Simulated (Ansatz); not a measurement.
A series of calculations on B₂₅N₂₃ and related structures

### Relaxation

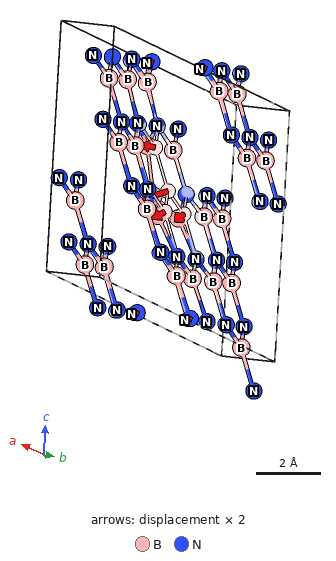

A relaxation of a defect cell of composition B₂₅N₂₃. The starting structure is drawn faded, the final one solid; red arrows show the displacements, 2 times their true length.

A ball-and-stick model of the cell of the calculation (origin shifted), seen from a free direction.

Case: B on a N site (a), charge +0, atoms relaxed at the host's cell.

All numbers below come from DFT PBE+D3(BJ), scalar-relativistic, plane waves, PAW in Ansatz 0.2.0. Settings: plane-wave cutoff 420 eV; k-point mesh 2 × 2 × 2; occupations gaussian; smearing width 0.01 eV; mesh shifted by (0.5, 0.5, 0.5); no spin polarisation; atoms relaxed in a fixed cell; force threshold 0.025 eV/Å; at most 45 steps.

> Which element moves most?

Boron: up to 0.50 Å, against 0.11 Å for nitrogen.

> Describe the change and its energy.

A B atom moves most: 0.50 Å along [3 −2 −2]. By element the largest moves are B 0.50 Å, N 0.11 Å. The cell stays as it was. Among the contacts that change: B–B 1.447 → 1.600 Å, B–N 1.447 → 1.431 Å, B–N 1.447 → 1.460 Å. Bond angles that change, for instance: N–B–N 120.0° → 124.0°, B–B–B 120.0° → 117.0°, B–N–B 120.0° → 117.2°. After 7 accepted moves (8 points after the start) the energy has fallen by 1.461 eV per cell of the calculation. The largest force component goes from 6.3 to 0.013 eV/Å. 1 step only repeated the SCF at the same geometry. Cost: 94 s on 4 threads of Arm Neoverse V1, with other jobs on the host, peak memory 1.2 GiB.

Limits of the set-up: the periodic images lie only 7.9 Å apart, so the values are limited by the cell's size.

### Relaxation

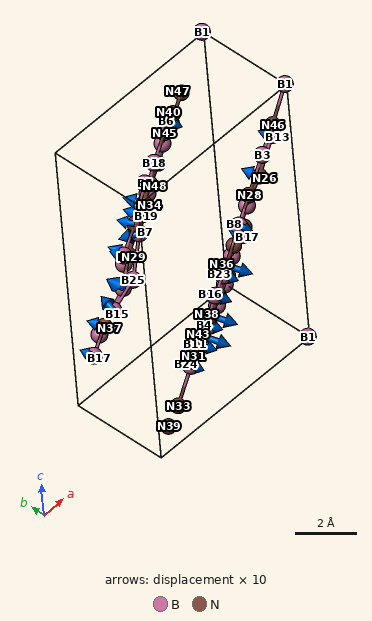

This is a relaxation of a defect cell of composition B₂₅N₂₃ (cell charge −1). The starting structure is drawn; blue arrows show the displacements, magnified 10 times.

A ball-and-stick model of the cell of the calculation, seen slightly off an axis.

Case: B on a N site (a), charge -1, atoms relaxed at the host's cell.

Method: DFT PBE+D3(BJ), scalar-relativistic, plane waves, PAW (Ansatz 0.2.0). Set-up: plane-wave cutoff 420 eV; k-point mesh 2 × 2 × 2; occupations gaussian; smearing width 0.01 eV; mesh shifted by (0.5, 0.5, 0.5); collinear spin; atoms relaxed in a fixed cell; force threshold 0.025 eV/Å; at most 45 steps.

Which element moves most?

Answer. Nitrogen: up to 0.10 Å, against 0.08 Å for boron.

Describe the change and its energy.

Answer. The atom that moves furthest is an N atom (0.10 Å along [3 −2 −2]). By element the largest moves are N 0.10 Å, B 0.08 Å. The cell stays as it was. Some distances before and after: B–B 1.600 → 1.571 Å, B–N 1.437 → 1.458 Å, B–N 1.463 → 1.456 Å, B–N 1.431 → 1.424 Å. Among the angles between lasting bonds that change: N–B–N 124.0° → 121.5°. Over 4 geometry steps the energy falls by 0.194 eV per cell of the calculation. The largest force component goes from 1.8 to 0.0057 eV/Å. Cost: 2.3 min on 4 threads of Arm Neoverse V1, with other jobs on the host, peak memory 1.5 GiB.

Limits of the set-up: the periodic images lie only 7.9 Å apart, so the values are limited by the cell's size; the cell is charged, on a uniform background, and energies carry no finite-size correction.

### Defect

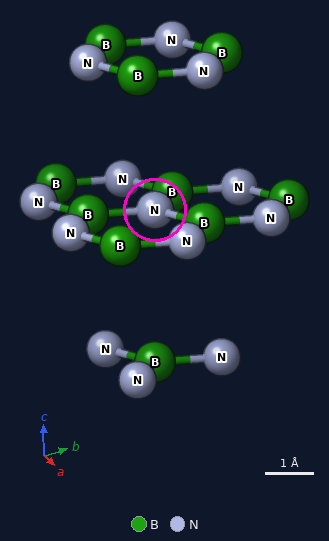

Perfect BN. A ball-and-stick model of the atoms within 3.8 Å of one point, seen slightly off an axis.

These are results of Ansatz 0.2.0, DFT PBE+D3(BJ), scalar-relativistic, plane waves, PAW, not measurements. Settings: plane-wave cutoff 420 eV; k-point mesh 2 × 2 × 2; occupations gaussian; smearing width 0.01 eV; mesh shifted by (0.5, 0.5, 0.5); no spin polarisation. The cell is small and the k-mesh coarse, so the numbers are rough. A uniform background neutralises the charged cell. The axes drawn are those of the host's conventional cell.

A nitrogen atom is replaced by boron at the ringed place, in charge state −2. The supercell has 48 sites, and the atoms are relaxed at the host's cell.

**How do the neighbours respond?**

In the host the N atom has 3 B at 1.45 Å; the B atom ends with 3 B at 1.55 Å. Of the host's atoms, a boron atom moves furthest from its site, by 0.20 Å. The B atom itself moves 0.65 Å from where it was put.

The relaxed defect, seen from the same direction:

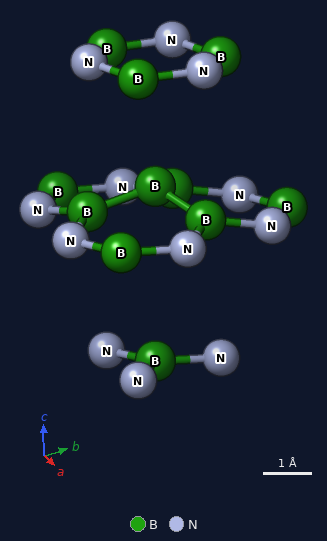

### Scan

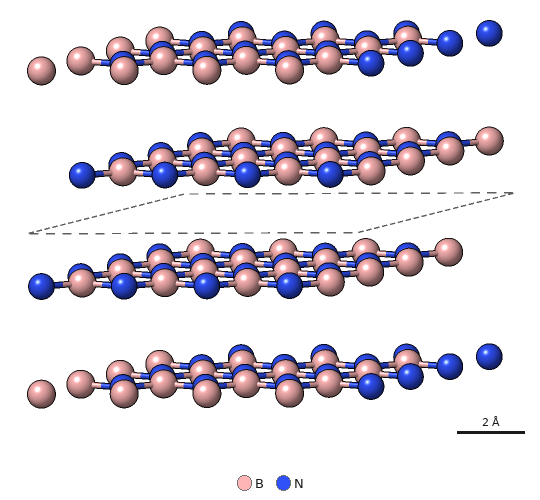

Crystalline BN (R3m): the crystal is pulled apart rigidly along the normal of the (0 0 −1) plane of the conventional cell, at a cut between a plane of B/N below and one of B/N above, 3.29 Å apart. One cut stands in each cell, which starts 9.9 Å high; nothing is relaxed, and the dashed outline marks the cut. The picture shows the perfect crystal around the cut (dashed). Style: ball-and-stick. Shown: the layers on both sides of the cut, from the side, nearly along the cut plane.

These are results of Ansatz 0.2.0, DFT PBE+D3(BJ), scalar-relativistic, plane waves, PAW, not measurements. Settings: plane-wave cutoff 420 eV; k-point mesh 10 × 10 × 3; occupations gaussian; smearing width 0.05 eV; no spin polarisation. Energies (free energies at the smearing named) are counted from the relaxed crystal.

```xyz
6
Lattice="-1.2531 -2.1704 0.0000 1.2531 -2.1704 0.0000 0.0000 0.0000 9.8847" Properties=species:S:1:pos:R:3 pbc="T T T"
B     0.0000   -4.3407    9.8817
B     0.0000   -1.4469    3.2919
B     0.0000   -2.8938    6.5868
N     0.0000    0.0000    3.2890
N     0.0000   -1.4469    6.5839
N     0.0000   -2.8938    9.8787
```

**What energies does the calculation give (the opening: −0.30, −0.15, 0.00, 0.25, 0.50, 0.75, 1.00, 1.50, 2.00, 3.00, 4.50, 6.00 Å)?**

```
opening (Å)  ΔE per area (J/m²)
      −0.30               0.062
      −0.15               0.012
       0.00               0.000
       0.25               0.021
       0.50               0.063
       0.75               0.108
       1.00               0.149
       1.50               0.212
       2.00               0.255
       3.00               0.301
       4.50               0.340
       6.00               0.340
```

Points that are alike by symmetry were computed once.

At the widest opening, 6.00 Å, the energy has risen by 0.340 J/m², where the curve has levelled off: this is the ideal work of separation, the sum of the two unrelaxed surface energies of a slab 9.9 Å thick. The steepest rise lies between 0.50 Å and 0.75 Å, with a mean traction of about 1.8 GPa. Pressing the cut together by 0.30 Å costs 0.062 J/m².

### Energy map

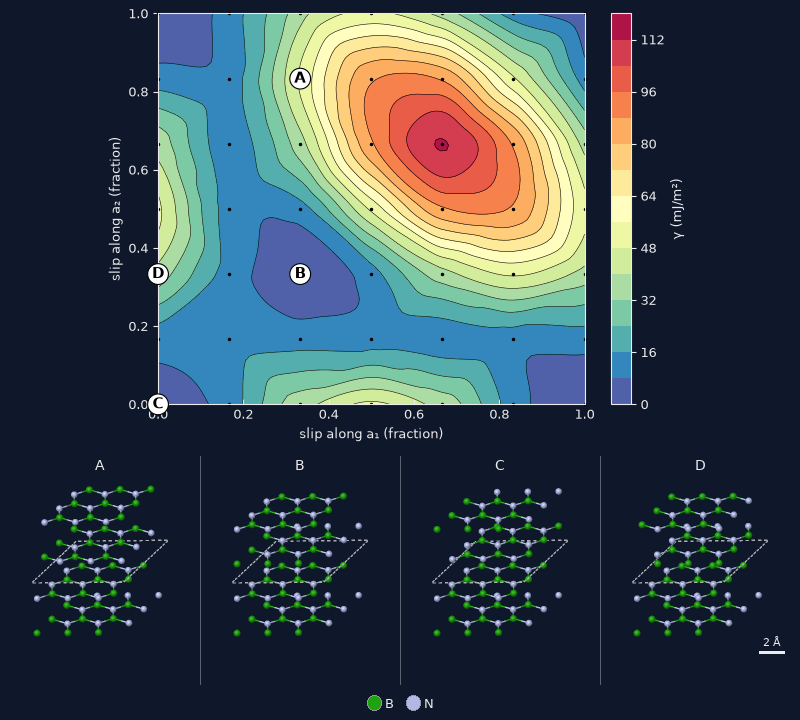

A crystal of BN (R3m): the crystal above a cut along the (0 0 −1) plane of the conventional cell (between a plane of B/N below and one of B/N above, 3.29 Å apart) is slid rigidly over the whole in-plane cell (a gamma surface). One cut stands in each cell, which starts 9.9 Å high; nothing is relaxed, and the dashed outline marks the cut. The map is interpolated between the computed points (dots). The lettered frames are marked on it. Style: ball-and-stick. Shown: the layers on both sides of the cut, obliquely from above.

Level of theory: DFT PBE+D3(BJ), scalar-relativistic, plane waves, PAW in Ansatz. Settings: plane-wave cutoff 420 eV; k-point mesh 10 × 10 × 3; occupations gaussian; smearing width 0.05 eV; no spin polarisation. Energies (free energies at the smearing named) are counted from the relaxed crystal.

Describe the energy landscape.

Answer. The corners are the perfect crystal. The highest computed fault energy is 112.4 mJ/m² at (0.67, 0.67), and the lowest away from the corners 1.1 mJ/m² at (0.33, 0.33). Relaxation across the fault would lower these values. The frames lie at A (0.333, 0.833): 49.1 mJ/m², B (0.333, 0.333): 1.1 mJ/m², C (0.000, 0.000): 0.0 mJ/m², D (0.000, 0.333): 36.8 mJ/m².
